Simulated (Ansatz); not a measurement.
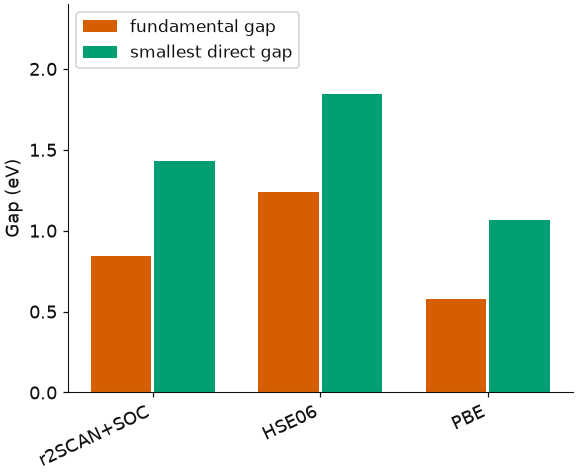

Gaps of SnSe2, space group P-3m1, 3 atoms in the cell, 1T (CdI2) bulk type, uniaxial (z) strain −1.0%, at several levels of theory on one cell (Ansatz, plane waves and PAW; edges over the mesh and the special points).

How does the gap depend on the level, and does its kind change?

Answer. In rising order: PBE 0.57 eV, r2SCAN+SOC 0.84 eV and HSE06 1.24 eV. It is indirect at every level.
